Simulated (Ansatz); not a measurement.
Consider Be2C.

```
CELL_PARAMETERS angstrom
4.33000 0.00000 0.00000
0.00000 4.33000 0.00000
0.00000 0.00000 4.33000
ATOMIC_POSITIONS crystal
Be 0.25000 0.25000 0.25000
Be 0.75000 0.75000 0.25000
Be 0.75000 0.25000 0.75000
Be 0.25000 0.75000 0.75000
Be 0.75000 0.25000 0.25000
Be 0.25000 0.75000 0.25000
Be 0.25000 0.25000 0.75000
Be 0.75000 0.75000 0.75000
C 0.00000 0.00000 0.00000
C 0.50000 0.50000 0.00000
C 0.50000 0.00000 0.50000
C 0.00000 0.50000 0.50000
```

Space group Fm-3m.

These are results of DFT PBE, plane waves, PAW in Ansatz 0.2.0, not measurements.

Q: What can the converged valence pseudo-density and electron localisation function tell about the bonding?

A: Be–C (1.87 Å): the density is about 0.62 e/Å³ at the midpoint; the ELF peaks at about 0.85 in the valence shell of C, 0.8 Å from its nucleus, and is about 0.85 at the midpoint.

Q: Metal or insulator at this level of theory?

A: It is gapped, with a Kohn–Sham gap of 1.4 eV on the k-point mesh, an upper bound to the gap of this method.

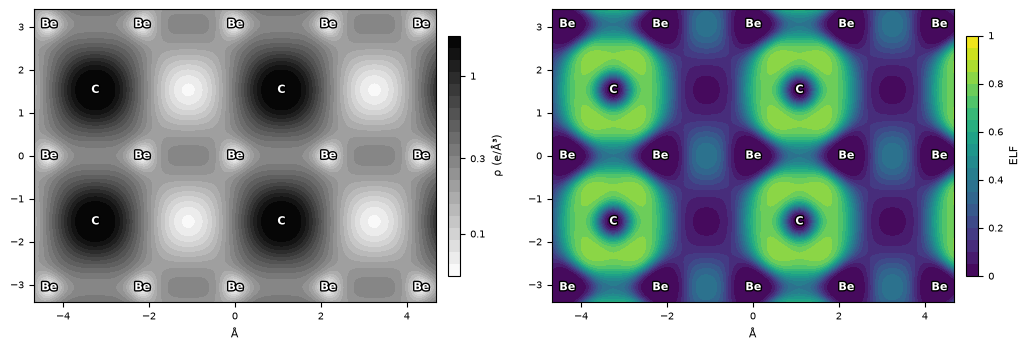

Computed valence pseudo-density and electron localisation function on the (101) plane of the conventional cell, in this order. 
